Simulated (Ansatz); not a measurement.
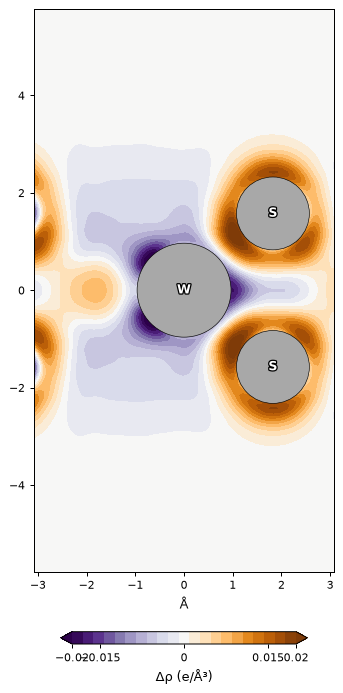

WS2. Difference of the valence pseudo-densities of two functionals at the same geometry, on the (110) plane of the calculation cell, a cut from vacuum to vacuum: r2SCAN less LDA.

Both computed with Ansatz (plane waves, PAW), on the same k-point mesh. Grey discs cover the atomic cores.

Q: Where does the change of functional move the electrons?

A: Against LDA, r2SCAN gives less density around W (−0.008 e/Å³ on average at 1.1 Å from the nucleus), more density around S (+0.014 e/Å³ on average at 0.9 Å from the nucleus) and a change of +0.008 e/Å³ at the midpoint of W–S.
